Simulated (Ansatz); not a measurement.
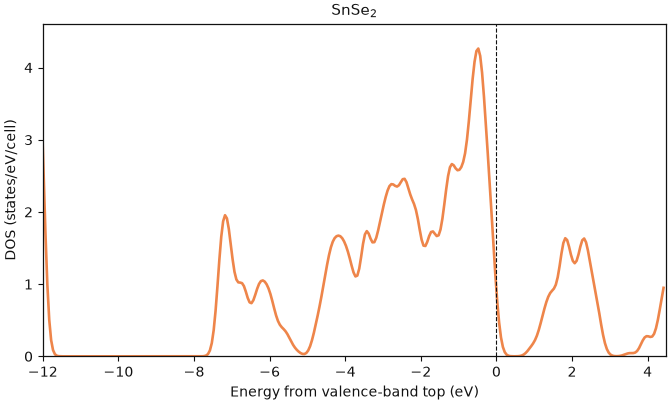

What does this figure show?

Density of states of SnSe2, space group P-3m1 (No. 164), 3 atoms in the cell, 1T (CdI2) bulk type. Method: DFT, r2SCAN+rVV10, plane waves, PAW, no spin polarisation, 12×12×6 k mesh (Ansatz 0.2.0). Energies are counted from the top of the valence band. The curve is built from the levels of the k mesh with Gaussians 0.3 eV wide, which also blur the band edges.

There is a gap; over the k points computed it is 0.93 eV (indirect; the smallest direct gap is 1.49 eV). The upper group of valence states starts about 7.4 eV under the valence-band top, with a gap beneath it; it holds about 12 electrons a cell. Within the window shown, the tallest peak of the filled states lies 0.5 eV under the valence-band top, at about 4.3 states per eV and cell.
